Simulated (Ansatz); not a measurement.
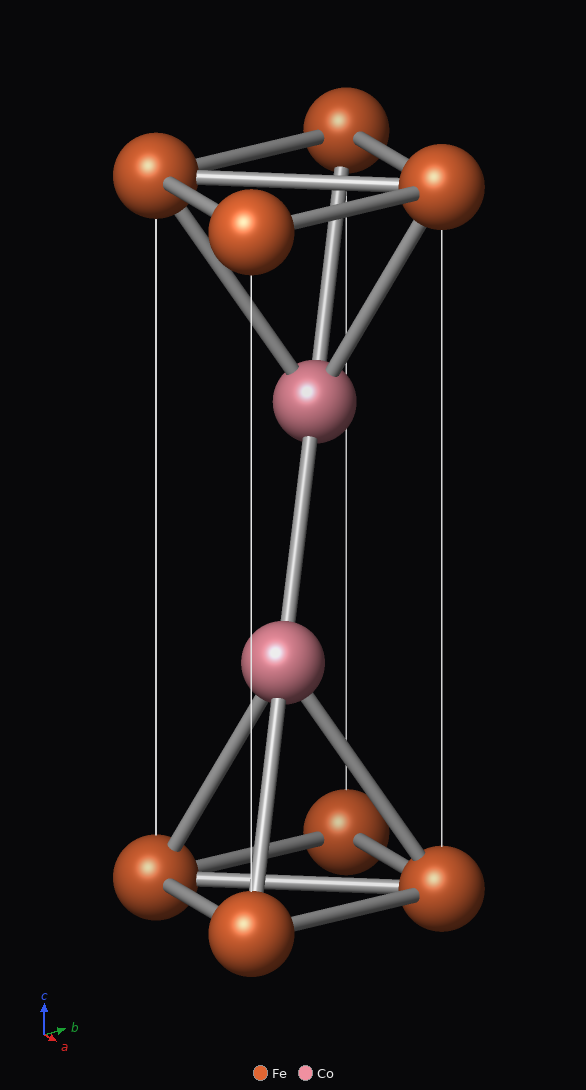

The image is a ball-and-stick drawing of a crystal, viewed slightly off an axis. The conventional unit cell is drawn as a box. Cell: a = 2.51 Å, b = 2.51 Å, c = 6.18 Å, α = 90.00°, β = 90.00°, γ = 120.00°.

Its origin is a structure type filled with these elements by a generator (whether the compound takes this form wasn't checked). Earlier steps of the study, as a rule a relaxation of our own, may have changed the cell and positions, so they can lie some per cent off the listed ones. Ansatz was used for an electronic-structure calculation on it.

Describe the crystal.

Its composition is FeCo2. Space group P-3m1 (No. 164), lattice primitive hexagonal. Cell content 1 Fe, 2 Co; Z = 1. Around each Fe lie six Fe and six Co in a cuboctahedral arrangement (about 2.5 Å to Fe, 2.5 Å to Co). Each Co has nine Co and three Fe in a cuboctahedral arrangement (about 2.5 Å to Co, 2.5 Å to Fe). The bonds build a three-dimensional framework.

The numbers come from DFT PBE, scalar-relativistic, plane waves, PAW in Ansatz, using E_cut = 420 eV, k-points on a 24×24×8 grid, Gaussian smearing of 0.1 eV, collinear spins.

Which atoms carry magnetic moments in this run, and how do they order?

The state reached is ferromagnetic. Sizes: Fe 2.5 μB and Co 1.8 μB; net moment 5.8 μB in the run's cell of 3 atoms.

What is the electronic character?

A metal: bands cross the Fermi level.

What net charge does each kind of atom have (Bader)?

Fe +0.09 e; Co -0.05 e.

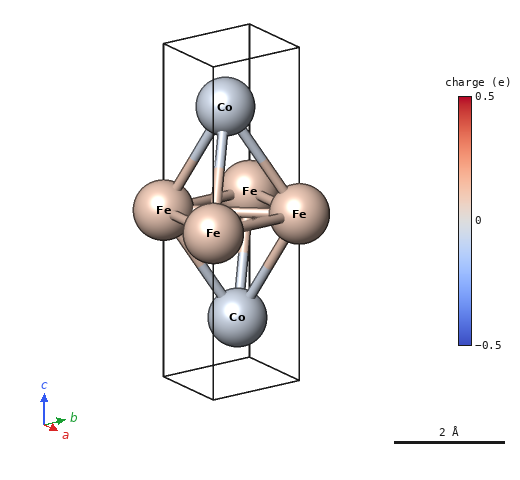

The atoms coloured by those charges. The run's cell of 3 atoms is drawn, so axes and origin can differ from the first picture.

Does this geometry sit at a stationary point of the energy?

Yes. All forces vanish to within 0.01 eV/Å. The pressure is 0.0 GPa, close to zero.
